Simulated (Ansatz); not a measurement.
Single-point calculation, with input and output: Se

System: Se (P3₁21, 3 atoms in the cell).
Method: DFT PBE, scalar-relativistic, plane waves, PAW, no spin polarisation (Ansatz 0.2.0).

The structure derives from an entry of the Crystallography Open Database. Figures and captions count atoms from 1; the log counts them from 0 in places.

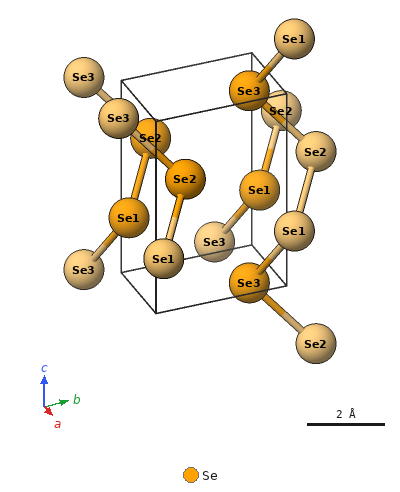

The input geometry (ball-and-stick view of the cell of the calculation, seen slightly off an axis; neighbours outside the cell are drawn fainter; atoms are numbered from 1 in the order of the input).

## Key numbers

```json
{"quantity": "outcome", "value": "converged"}
{"quantity": "space group (tolerance 0.01 Å)", "value": "P3₁21 (152)"}
{"quantity": "electrons treated", "value": "48"}
{"quantity": "free energy", "value": "−16407.1836 eV"}
{"quantity": "Fermi energy", "value": "5.787 eV"}
{"quantity": "gap on the k-point mesh", "value": "0.93 eV"}
{"quantity": "pressure", "value": "−2.72 GPa"}
{"quantity": "largest force (length of the vector)", "value": "0.622 eV/Å"}
{"quantity": "hardware", "value": "1 thread of AMD EPYC (Zen 3), 176 GiB of memory available, shared host"}
{"quantity": "wall time", "value": "60 s"}
{"quantity": "peak memory", "value": "0.45 GiB"}
```

## Input file
```yaml
crystal:
  lattice:
    - [4.5342935495, 0.0, 0.0]
    - [-2.2671467748, 3.9268134021, 0.0]
    - [0.0, 0.0, 5.1443077566]
  atoms:
    - { symbol: Se, position: [0.2254, 0.0, 0.3333333333] }
    - { symbol: Se, position: [0.0, 0.2254, 0.6666666667] }
    - { symbol: Se, position: [0.7746, 0.7746, 0.0] }
basis:
  ecutwfc: 420
  fft_grid_basis: typed
kpoints:
  mp_grid: { grid: [9, 9, 6] }
hamiltonian:
  xc: pbe
scf:
  occupations: { method: gaussian, width: 0.05 }
output:
  forces: true
  stress: true
  eigenvalues: true
  bader: true
  write_density: true
  volumetric_format: npy
  elf: true
```

Command:
```bash
ansatz run input.yaml --threads 1 --pin off --max-ram 2560MiB --backend cpu --events-out ev --progress --plain --runs-dir out
```

## The program's output
```
Engine: ansatz 0.2.0, x86_64-unknown-linux-gnu
Pseudopotentials: kind: paw
Pseudopotential: Se, paw, valence charge 16, recommended cutoff 420 eV (normal), Se.paw.azcp
Functional definition: PBE
  parameter kappa = 0.804
  parameter beta = 0.06672455060314922
  exchange = pbe_x(kappa = kappa, mu = beta*pi^2/3)
  correlation = pbe_c(beta = beta)
Crystal: 3 atoms, lattice volume = 91.596 Å³
Basis set: ecut = 420 eV, 1823 PW (Γ), exchange–correlation on 64×64×72 points (8 copies of the dense FFT grid, shifted against one another)
Bands: 29, of which v1, the nominal top of the filled ones, is band 24 counted from 1 (23 counted from 0)
Symmetry: 6 space group operations
Space group: P3121 (ITA 152), of the structure as read, at distance tolerance 4.5e-5 Å
k-points: 62 of 486 (time reversal used)
Non-local potential: Se, projectors of the file, l = 0: 2, l = 1: 2, l = 2: 3, l = 3: 1
PAW form: soft (Blöchl's): semilocal exchange-correlation on the pseudo side does not see the compensation charge
PAW one-centre angular grid: Se, 590 points (default); XC on 64 Gauss nodes
Initial density: superposition of atomic densities (neutral atoms: chi_scale 0, normalization atom), corrected by the library's trained network
Initial wavefunctions: pseudopotential atomic-orbital guess
Functional: x = pbe(κ = 0.804, μ = 0.2195149727645171), c = pbe(β = 0.06672455060314922)
SCF iter   1: F=—  HF=-16407.182496 eV  |F-HF|=—  |Δ(HF+E_count)|=         —  Δρ=1.06e-3  dr2=6.84e-4  ethr=1.77e-3  ⟨swp⟩=6.1  Hψ=7578  notcnv=0
preconditioner: auto → Resta (q_TF=auto, 2.450 Å⁻¹)  ε∞=3.7  [insulator: Δε(μ)=0.918 eV  Ē_g=9.968 eV  σ=0.050 eV  W_gap=1.00  n_scr=22 (ndim 8)  ℏωp=16.5 eV  f_vac=0.131  D(μ)=0.00/eV (n_scr^D=0)  ε∞_Penn≈3.7]
SCF iter   2: F=—  HF=-16407.183213 eV  |F-HF|=—  |Δ(HF+E_count)|=   7.17e-4  Δρ=6.56e-4  dr2=2.79e-4  ethr=1.43e-6  ⟨swp⟩=2.0  Hψ=3783  notcnv=0
SCF iter   3: F=—  HF=-16407.183611 eV  |F-HF|=—  |Δ(HF+E_count)|=   3.98e-4  Δρ=2.01e-4  dr2=2.89e-5  ethr=5.82e-7  ⟨swp⟩=2.0  Hψ=3224  notcnv=0
SCF iter   4: F=—  HF=-16407.183641 eV  |F-HF|=—  |Δ(HF+E_count)|=   3.03e-5  Δρ=6.95e-5  dr2=3.87e-6  ethr=6.02e-8  ⟨swp⟩=2.0  Hψ=3207  notcnv=0
SCF iter   5: F=—  HF=-16407.183646 eV  |F-HF|=—  |Δ(HF+E_count)|=   4.05e-6  Δρ=1.82e-5  dr2=4.80e-7  ethr=8.07e-9  ⟨swp⟩=2.0  Hψ=3224  notcnv=0
SCF iter   6: F=-16407.183646 eV  HF=-16407.183646 eV  |F-HF|=9.58e-9  |Δ(HF+E_count)|=   3.07e-7  Δρ=5.56e-6  dr2=3.73e-8  ethr=2.08e-10  ⟨swp⟩=8.3  Hψ=8619  notcnv=0
SCF 1 converged in 6 iterations: F = -16407.183646 eV  dr2 = 3.73e-8
  greatest PAW one-centre occupation: 1.000 electrons in one spin orbital (limit 2), on the Se atom at site 0 (counted from 0), in its partial waves of l = 2
SCF converged after 6 iterations
Free energy (F): -16407.183646 eV
Harris-Foulkes:  -16407.183646 eV  (|F-HF|=9.58e-9)
Internal energy: -16407.183646 eV  (E = F + TS)
E sigma→0 (E₀):  -16407.183646 eV
Fermi energy:    5.787115 eV
--- Per-component energies (eV) ---
  E_band       = -1286.565221
  E_kinetic    = 347.779874
  E_local      = -8045.840413  (includes V_loc(G=0)·N_el)
  E_nonlocal   = -1783.022588
  E_hartree    = 3916.118998
  E_xc         = -308.898353
  E_vxc        = -289.398992  (∫ρ·V_xc dr)
  E_paw        = -5736.419741  (= ΣΔE_a)
  E_vpaw       = 651.670318  (= ΣTr[D̂ρ^β])
  E_aug_tail   = -0.001749  (compensation charges beyond the density's cutoff)
  E_ewald      = -4796.899675
  E_smearing   = -0.000000  (= −TS)
  E_closure    = -0.000000  (closes the sum)
  Σ components = -16407.183646   (vs F -16407.183646, Δ=0.00e0)
--- Forces (eV/Å), atoms counted from 1 ---
  atom   1  Se    -0.62248838    -0.00000000    -0.00000000
  atom   2  Se     0.31124419    -0.53909075    -0.00000000
  atom   3  Se     0.31124419     0.53909075     0.00000000
  max |Σ_I F_I| component: 1.11e-16 eV/Å
--- Stress (GPa, compression-positive) ---
       -2.273943       0.000000      -0.000000
        0.000000      -2.273943      -0.000000
       -0.000000      -0.000000      -3.619522
  P = ⅓ Tr σ = -2.7225 GPa (-27.225 kbar)
--- Band table (eV; the first three rows and the last of 62) ---
  k-point 0: bands = ["-42.7072", "-42.7072", "-42.6824", "-42.6786", "-42.6786", "-42.6451", "-42.4927", "-42.4890", "-42.4890", "-42.4487", "-42.4487", "-42.4463", "-42.4091", "-42.3909", "-42.3909", "-9.6224", "-6.1262", "-6.1262", "1.8407", "1.8407", "2.0972", "3.7074", "3.7074", "5.0620", "7.0621", "7.0621", "7.4432", "11.2799", "12.0989"]
  k-point 1: bands = ["-42.7144", "-42.6990", "-42.6829", "-42.6810", "-42.6748", "-42.6472", "-42.4926", "-42.4900", "-42.4881", "-42.4493", "-42.4480", "-42.4464", "-42.4081", "-42.3941", "-42.3885", "-9.5078", "-7.0385", "-5.2684", "1.5203", "2.0737", "2.1500", "3.7222", "3.9245", "4.8922", "6.9100", "6.9185", "7.2232", "11.8397", "12.2810"]
  k-point 2: bands = ["-42.7192", "-42.6919", "-42.6843", "-42.6824", "-42.6689", "-42.6530", "-42.4922", "-42.4909", "-42.4875", "-42.4497", "-42.4475", "-42.4466", "-42.4056", "-42.3979", "-42.3871", "-9.1688", "-7.8951", "-4.6217", "1.1937", "2.2451", "2.2660", "3.8836", "4.2717", "4.5018", "6.6355", "6.7035", "6.8397", "12.1364", "12.6696"]
  k-point 61: bands = ["-42.7209", "-42.6869", "-42.6869", "-42.6828", "-42.6610", "-42.6610", "-42.4917", "-42.4917", "-42.4871", "-42.4501", "-42.4468", "-42.4468", "-42.4025", "-42.4025", "-42.3857", "-8.2997", "-8.2997", "-5.2000", "0.3329", "1.0551", "1.0551", "4.5695", "5.1500", "5.1500", "6.2503", "7.8405", "7.8405", "12.1723", "13.4111"]
--- Bader charges: 3 sites ---
  site symbol  charge [e]  shift [e]
     0     Se      0.0000     0.0000
     1     Se      0.0000     0.0000
     2     Se      0.0000     0.0000
  estimated error of the sums over rays = 1.9e-4 e
```

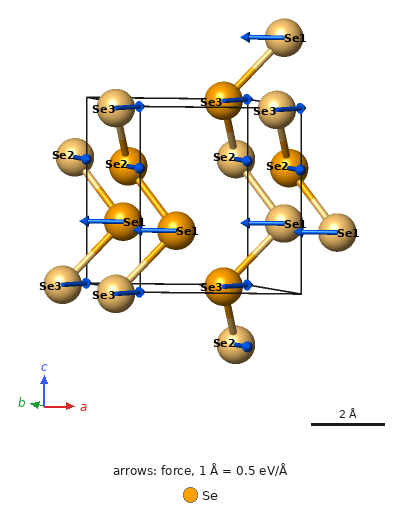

Forces on the atoms as blue arrows (ball-and-stick view of the cell of the calculation, seen at an oblique angle; neighbours outside the cell are drawn fainter; atoms are numbered from 1 in the order of the input). The largest act on all 3 Se atoms (0.62 eV/Å). The geometry is not a stationary point of this energy.

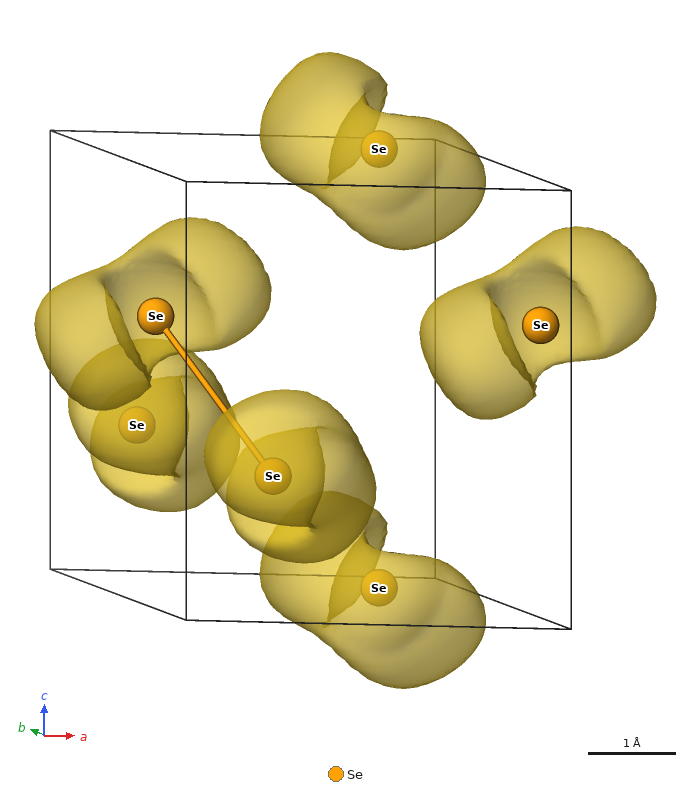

Isosurface of the ELF at 0.75 (yellow), seen slightly off an axis. Only the valence region is drawn (cores and ρ < 0.01 e/Å³ removed). Sticks mark near contacts. The outline is the cell set on symmetry axes. Values along the shortest contacts: Se–Se (2.46 Å): the ELF peaks at about 0.70 between the atoms. The fields are those of the smooth PAW valence density.

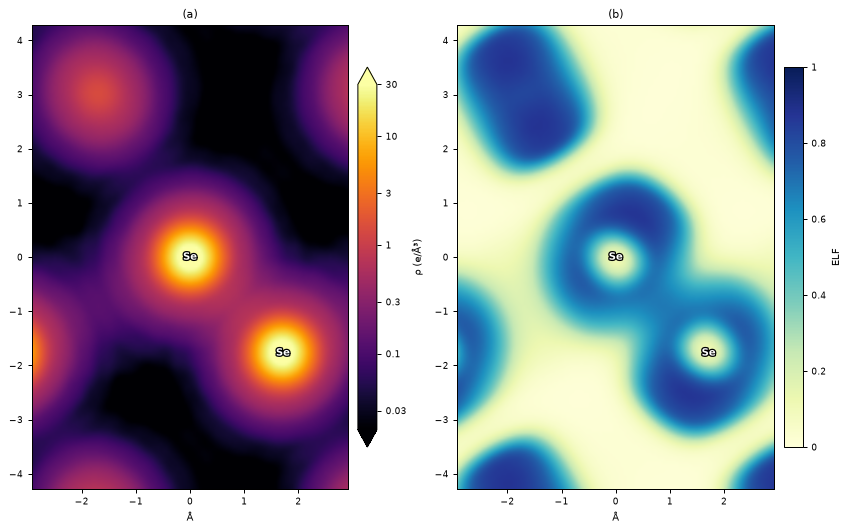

(a) valence charge density (pseudo); (b) electron localisation function on the (110) plane of the conventional cell. Atoms in the plane: Se. Se–Se (2.46 Å): ρ at the midpoint is about 0.56 e/Å³; the ELF peaks at about 0.70 between the atoms. Away from the nuclei the density in this plane falls to 0.007 e/Å³ at its lowest.
